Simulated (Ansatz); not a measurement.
```
Se
1.0
     6.12597    0.00000    0.00000
     0.00000    6.12597    0.00000
     0.00000    0.00000    6.12597
Se
8
Direct
  0.75000 0.25000 0.25000
  0.25000 0.75000 0.25000
  0.25000 0.25000 0.75000
  0.75000 0.75000 0.75000
  0.50000 0.00000 0.00000
  0.00000 0.50000 0.00000
  0.00000 0.00000 0.50000
  0.50000 0.50000 0.50000
```

Space group Fd-3m; set up as Se, diamond; a generated structure, not necessarily the stable one; changed on purpose from its base cell (volume × 0.88); computed pressure about 6 GPa in this cell.

Computed with Ansatz, DFT, revPBE, plane waves (420 eV) with PAW, scalar-relativistic.

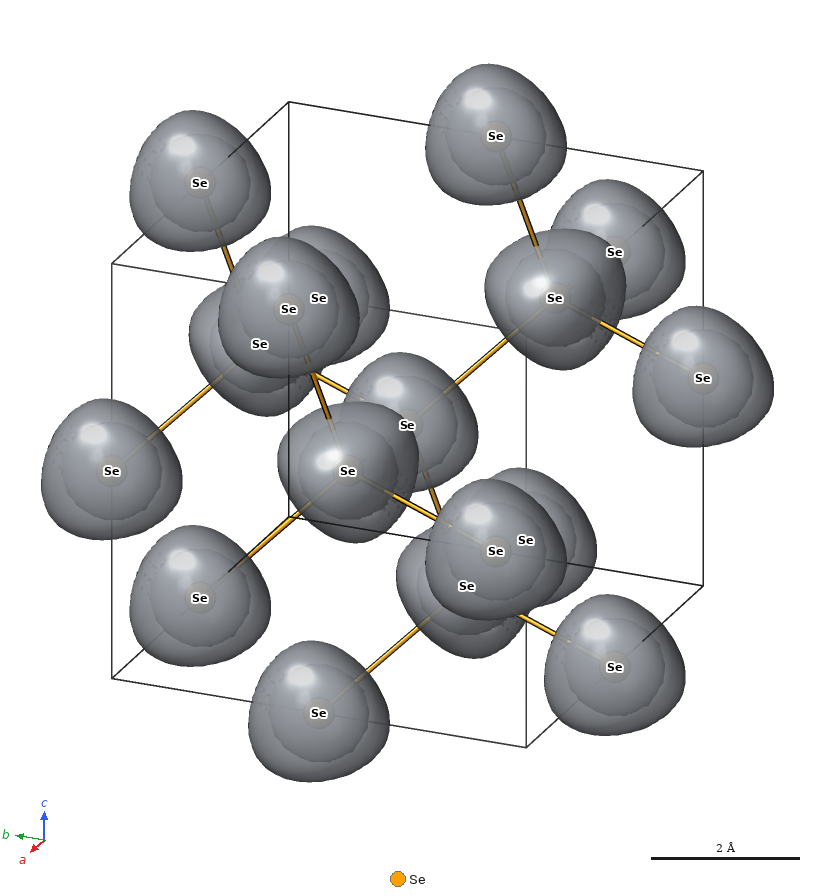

Se. Isosurface of the electron localisation function at 0.75 (grey), seen at an oblique angle. Core shells and regions of very low density are left out. Sticks mark near contacts.

Core electrons are frozen (PAW), and the valence fields are smoothed inside the atomic spheres.

Describe the localisation domains.

Answer. The surface consists of eight regions wrapped around Se (the valence shell of each), counted in one cell of 8 atoms. Any copies at cell faces, edges or corners count once.

Values along the shortest contacts:
Se–Se (2.65 Å): the ELF is about 0.45 at the midpoint.
